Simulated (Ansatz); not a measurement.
# Geometry relaxation of Ru (part 3 of 3)

Ru (slab, 16 atoms in the cell); DFT PBE, scalar-relativistic, plane waves, PAW, no spin polarisation (Ansatz 0.2.0); cutoff 420 eV, 6×7×1 k-mesh, Gaussian smearing of 0.1 eV. The structure derives from an entry of the Crystallography Open Database. The input holds or restrains some coordinates.

Geometry of the input (Å; fractional positions):
```
5.4401  0.0000  0.0000
0.0000  4.2968  0.0000
0.0000  0.0000  24.8520
Ru 0.5000  0.7500  0.3420
Ru 0.0000  0.7500  0.3420
Ru 0.7500  0.2500  0.3736
Ru 0.2500  0.2500  0.3736
Ru 0.7500  0.7500  0.4368
Ru 0.2500  0.7500  0.4368
Ru 0.0000  0.2500  0.4684
Ru 0.5000  0.2500  0.4684
Ru 0.0000  0.7500  0.5316
Ru 0.5000  0.7500  0.5316
Ru 0.2500  0.2500  0.5632
Ru 0.7500  0.2500  0.5632
Ru 0.2500  0.7500  0.6264
Ru 0.7500  0.7500  0.6264
Ru 0.5000  0.2500  0.6580
Ru 0.0000  0.2500  0.6580
```

Output, continued:
```
  k-point 15: bands = ["-67.2849", "-67.2849", "-67.2042", "-67.2042", "-67.1532", "-67.1532", "-67.1460", "-67.1460", "-67.0196", "-67.0196", "-67.0085", "-67.0085", "-66.7763", "-66.7763", "-66.7477", "-66.7477", "-37.5918", "-37.5918", "-37.5585", "-37.5585", "-37.5110", "-37.5110", "-37.4954", "-37.4954", "-37.4249", "-37.4249", "-37.3408", "-37.3408", "-37.2234", "-37.2234", "-37.1555", "-37.1555", "-37.1311", "-37.1311", "-37.0899", "-37.0899", "-37.0503", "-37.0503", "-37.0165", "-37.0165", "-36.9782", "-36.9782", "-36.9629", "-36.9629", "-36.9223", "-36.9223", "-36.9135", "-36.9135", "-36.8584", "-36.8584", "-36.8420", "-36.8420", "-36.7378", "-36.7378", "-36.7158", "-36.7158", "-36.6466", "-36.6466", "-36.6368", "-36.6368", "-36.6003", "-36.6003", "-36.5881", "-36.5881", "0.4634", "0.4634", "0.5924", "0.5924", "0.7229", "0.7229", "0.8191", "0.8191", "0.9395", "0.9395", "1.0880", "1.0880", "1.6152", "1.6152", "1.7668", "1.7668", "1.8344", "1.8344", "1.8621", "1.8621", "2.1632", "2.1632", "2.2864", "2.2864", "2.3598", "2.3598", "2.4066", "2.4066", "2.6407", "2.6407", "2.8835", "2.8835", "2.9580", "2.9580", "3.0940", "3.0940", "3.3661", "3.3661", "3.4397", "3.4397", "3.6975", "3.6975", "3.7389", "3.7389", "3.8329", "3.8329", "3.9027", "3.9027", "4.0175", "4.0175", "4.1279", "4.1279", "4.4149", "4.4149", "4.4567", "4.4567", "4.6729", "4.6729", "4.7593", "4.7593", "5.0230", "5.0230", "5.1152", "5.1152", "5.8562", "5.8562", "6.0757", "6.0757", "6.2693", "6.2693", "6.4009", "6.4009", "6.8173", "6.8173", "6.8901", "6.8901", "6.9852", "6.9852", "7.1453", "7.1453", "7.2527", "7.2527", "7.4139", "7.4139", "7.8433", "7.8433", "8.1236", "8.1236", "8.7418", "8.7418"]
--- Relaxed structure (4 steps of the walk, 4 accepted, 0 SCFs on fresh bases) ---
  F+E_penalty+E_count = -94050.20270040 eV   max|allowed force component| = 9.012e-3 eV/Å
  atoms:
    - { symbol: Ru, position: [0.49999999999999994, 0.75, 0.34202428999999995] }
    - { symbol: Ru, position: [0.0, 0.75, 0.34202428999999995] }
    - { symbol: Ru, position: [0.75, 0.25, 0.3736194319999999] }
    - { symbol: Ru, position: [0.24999999999999997, 0.25, 0.3736194319999999] }
    - { symbol: Ru, position: [0.75, 0.75, 0.43680971599999996] }
    - { symbol: Ru, position: [0.24999999999999997, 0.75, 0.43680971599999996] }
    - { symbol: Ru, position: [0.0, 0.25, 0.4684048579999999] }
    - { symbol: Ru, position: [0.49999999999999994, 0.25, 0.4684048579999999] }
    - { symbol: Ru, position: [-3.7571497593461556e-19, 0.75, 0.5330767018576137] }
    - { symbol: Ru, position: [0.49999999999999994, 0.75, 0.5330767018576137] }
    - { symbol: Ru, position: [0.24999999999999997, 0.25, 0.5643298637323355] }
    - { symbol: Ru, position: [0.75, 0.25, 0.5643298637323355] }
    - { symbol: Ru, position: [0.24999999999999997, 0.75, 0.6270604307323903] }
    - { symbol: Ru, position: [0.75, 0.75, 0.6270604307323903] }
    - { symbol: Ru, position: [0.49999999999999994, 0.25, 0.6538188545837186] }
    - { symbol: Ru, position: [1.054154393199716e-18, 0.25, 0.6538188545837186] }
```

Trajectory as extended XYZ (Å, eV, eV/Å), 4 frames, from step=1 to step=4:
```
16
Lattice="5.4401 0.0000 0.0000 0.0000 4.2968 0.0000 0.0000 0.0000 24.8520" Properties=species:S:1:pos:R:3:forces:R:3 step=1 energy=-94050.06314
Ru    2.7200    3.2226    8.5000    0.0000   0.0000   0.9485
Ru    0.0000    3.2226    8.5000    0.0000   0.0000   0.9485
Ru    4.0800    1.0742    9.2852    0.0000   0.0000  -0.2079
Ru    1.3600    1.0742    9.2852    0.0000   0.0000  -0.2079
Ru    4.0800    3.2226   10.8556    0.0000   0.0000  -0.5206
Ru    1.3600    3.2226   10.8556    0.0000   0.0000  -0.5206
Ru    0.0000    1.0742   11.6408    0.0000   0.0000  -0.4016
Ru    2.7200    1.0742   11.6408    0.0000   0.0000  -0.4016
Ru    0.0000    3.2226   13.2112    0.0000   0.0000   0.4016
Ru    2.7200    3.2226   13.2112    0.0000   0.0000   0.4016
Ru    1.3600    1.0742   13.9964    0.0000   0.0000   0.5206
Ru    4.0800    1.0742   13.9964    0.0000   0.0000   0.5206
Ru    1.3600    3.2226   15.5668    0.0000   0.0000   0.2079
Ru    4.0800    3.2226   15.5668    0.0000   0.0000   0.2079
Ru    2.7200    1.0742   16.3520    0.0000   0.0000  -0.9485
Ru    0.0000    1.0742   16.3520    0.0000   0.0000  -0.9485
16
Lattice="5.4401 0.0000 0.0000 0.0000 4.2968 0.0000 0.0000 0.0000 24.8520" Properties=species:S:1:pos:R:3:forces:R:3 step=2 energy=-94050.15148
Ru    2.7200    3.2226    8.5000    0.0000   0.0000   1.0711
Ru    0.0000    3.2226    8.5000    0.0000   0.0000   1.0711
Ru    4.0800    1.0742    9.2852    0.0000   0.0000  -0.2065
Ru    1.3600    1.0742    9.2852    0.0000   0.0000  -0.2065
Ru    4.0800    3.2226   10.8556    0.0000   0.0000  -0.4411
Ru    1.3600    3.2226   10.8556    0.0000   0.0000  -0.4411
Ru    0.0000    1.0742   11.6408    0.0000   0.0000  -0.7091
Ru    2.7200    1.0742   11.6408    0.0000   0.0000  -0.7091
Ru    0.0000    3.2226   13.2487    0.0000   0.0000  -0.2257
Ru    2.7200    3.2226   13.2487    0.0000   0.0000  -0.2257
Ru    1.3600    1.0742   13.9965    0.0000   0.0000  -0.1281
Ru    4.0800    1.0742   13.9965    0.0000   0.0000  -0.1281
Ru    1.3600    3.2226   15.5617    0.0000   0.0000  -0.0143
Ru    4.0800    3.2226   15.5617    0.0000   0.0000  -0.0143
Ru    2.7200    1.0742   16.1620    0.0000   0.0000   0.6543
Ru    0.0000    1.0742   16.1620    0.0000   0.0000   0.6543
16
Lattice="5.4401 0.0000 0.0000 0.0000 4.2968 0.0000 0.0000 0.0000 24.8520" Properties=species:S:1:pos:R:3:forces:R:3 step=3 energy=-94050.20194
Ru    2.7200    3.2226    8.5000    0.0000   0.0000   1.0607
Ru    0.0000    3.2226    8.5000    0.0000   0.0000   1.0607
Ru    4.0800    1.0742    9.2852    0.0000   0.0000  -0.1605
Ru    1.3600    1.0742    9.2852    0.0000   0.0000  -0.1605
Ru    4.0800    3.2226   10.8556    0.0000   0.0000  -0.3801
Ru    1.3600    3.2226   10.8556    0.0000   0.0000  -0.3801
Ru    0.0000    1.0742   11.6408    0.0000   0.0000  -0.4535
Ru    2.7200    1.0742   11.6408    0.0000   0.0000  -0.4535
Ru    0.0000    3.2226   13.2542    0.0000   0.0000  -0.0109
Ru    2.7200    3.2226   13.2542    0.0000   0.0000  -0.0109
Ru    1.3600    1.0742   14.0317    0.0000   0.0000  -0.0303
Ru    4.0800    1.0742   14.0317    0.0000   0.0000  -0.0303
Ru    1.3600    3.2226   15.5946    0.0000   0.0000  -0.0603
Ru    4.0800    3.2226   15.5946    0.0000   0.0000  -0.0603
Ru    2.7200    1.0742   16.2509    0.0000   0.0000   0.0355
Ru    0.0000    1.0742   16.2509    0.0000   0.0000   0.0355
16
Lattice="5.4401 0.0000 0.0000 0.0000 4.2968 0.0000 0.0000 0.0000 24.8520" Properties=species:S:1:pos:R:3:forces:R:3 step=4 energy=-94050.20270
Ru    2.7200    3.2226    8.5000    0.0000   0.0000   1.0497
Ru    0.0000    3.2226    8.5000    0.0000   0.0000   1.0497
Ru    4.0800    1.0742    9.2852    0.0000   0.0000  -0.1698
Ru    1.3600    1.0742    9.2852    0.0000   0.0000  -0.1698
Ru    4.0800    3.2226   10.8556    0.0000   0.0000  -0.4073
Ru    1.3600    3.2226   10.8556    0.0000   0.0000  -0.4073
Ru    0.0000    1.0742   11.6408    0.0000   0.0000  -0.4858
Ru    2.7200    1.0742   11.6408    0.0000   0.0000  -0.4858
Ru    0.0000    3.2226   13.2480    0.0000   0.0000   0.0082
Ru    2.7200    3.2226   13.2480    0.0000   0.0000   0.0082
Ru    1.3600    1.0742   14.0247    0.0000   0.0000   0.0090
Ru    4.0800    1.0742   14.0247    0.0000   0.0000   0.0090
Ru    1.3600    3.2226   15.5837    0.0000   0.0000   0.0010
Ru    4.0800    3.2226   15.5837    0.0000   0.0000   0.0010
Ru    2.7200    1.0742   16.2487    0.0000   0.0000  -0.0051
Ru    0.0000    1.0742   16.2487    0.0000   0.0000  -0.0051
```

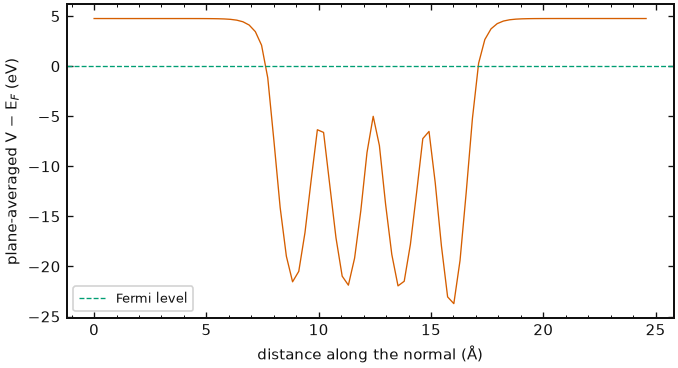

*Plane average of the electrostatic potential energy of an electron across the cell, from the Fermi level.*

The vacuum level lies 4.77 eV above the Fermi level.

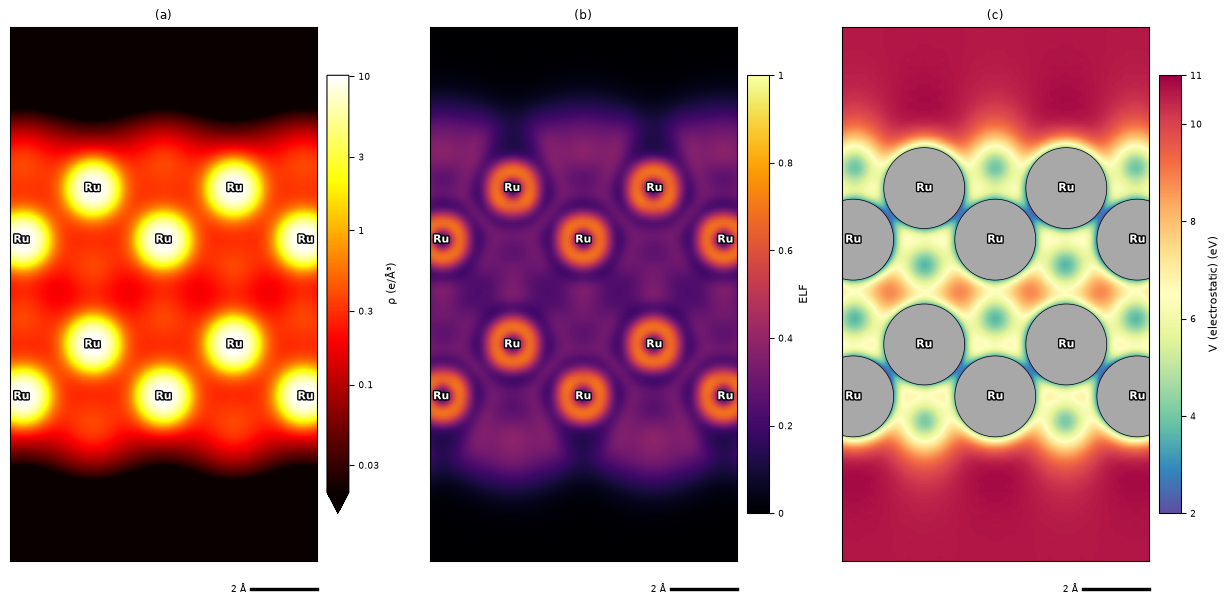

*(a) valence electron density; (b) electron localisation function; (c) electrostatic potential (local pseudopotential plus Hartree) felt by an electron on the (100) plane of the calculation cell, a cut from vacuum to vacuum. Grey discs, where drawn, cover atomic cores.*

The section cuts through Ru sites. Ru–Ru (2.66 Å): ρ at the midpoint is about 0.41 e/Å³; the ELF is about 0.30 at the midpoint; no localised pair between them. The density dies away to nearly zero in the vacuum. The strong features right at Ru lie inside the PAW spheres (semicore, d or f shells) and say nothing about bonding. The fields are those of the smooth PAW valence density.

Summary:

```tsv
quantity	value
outcome	converged under the restraints of the input
electrons treated	256
free energy	−94050.2027 eV
work function, top face	4.77 eV
work function, bottom face	4.77 eV
Fermi energy	5.885 eV
gap on the k-point mesh	none (metallic)
final volume	580.91 Å³
work function (upper face)	4.77 eV
largest force (length of the vector) at the end, held atoms and coordinates included	1.050 eV/Å
wall time	4.3 min (CPU time 16 min)
peak memory	2.4 GiB
```

Remarks:

The program warns: the exchange-correlation potential is rough where the density is thin.
